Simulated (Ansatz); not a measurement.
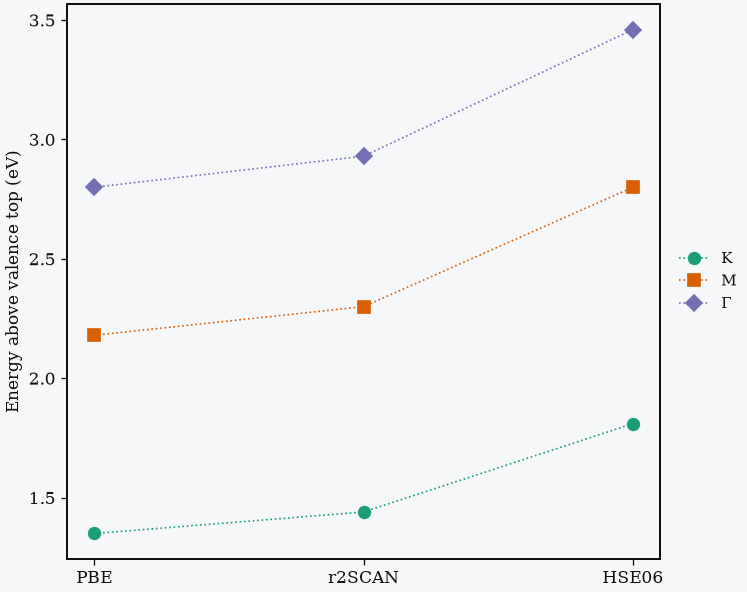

Lowest conduction level at each named k point, counted from the valence-band top at A, by several methods on one cell of WSe2, space group P-6m2 (No. 187), 3 atoms in the cell, relaxed with r2SCAN+rVV10, then under −4.21 % uniaxial z strain; a = 3.297 Å, c = 6.882 Å (hexagonal axes). All runs are without spin-orbit coupling and carry no moments. Points keep the names that they have in the unstrained cell. The cell is at 4 GPa in PBE. The smallest gap lies off these points.

> Does HSE06 shift these levels rigidly from PBE?

The shifts are +0.46 eV at K, +0.62 eV at M and +0.66 eV at Γ, and at points that aren't plotted +0.65 eV (A), +0.63 eV (L) and +0.46 eV (H): over the named points that both runs hold, a spread of 0.20 eV on a mean of 0.58 eV, so one shift describes them only roughly.

> How do the methods rank at K?

From low to high: PBE 1.35, r2SCAN 1.44, HSE06 1.81 eV.

> Do the methods agree on which of these conduction levels is lowest?

Yes: all put it at K.

```csv
method,program,K (eV),M (eV),Γ (eV)
PBE,Ansatz,1.35,2.18,2.80
r2SCAN,Ansatz,1.44,2.30,2.93
HSE06,Ansatz,1.81,2.80,3.46
```

Settings. PBE: Ansatz PAW set, 12×12×4 k mesh, 420 eV cutoff, Fermi-Dirac smearing of 0.02 eV (Ansatz). r2SCAN: Ansatz PAW set, 12×12×4 k mesh, 500 eV cutoff, fixed occupations (Ansatz). HSE06: Ansatz PAW set, 6×6×4 k mesh, 420 eV cutoff, fixed occupations (Ansatz 0.2.0).

Spin-orbit coupling is left out, which matters for W and Se. LDA, GGA and most meta-GGA functionals understate gaps. r2SCAN and HSE06: the PAW data sets were made with another functional. HSE06: the k mesh is thin for exact exchange. Over all k points computed the smallest gap is 1.15 eV in PBE, 1.26 eV in r2SCAN and 1.65 eV in HSE06, from the valence top at A to the conduction bottom at a point off the named ones.
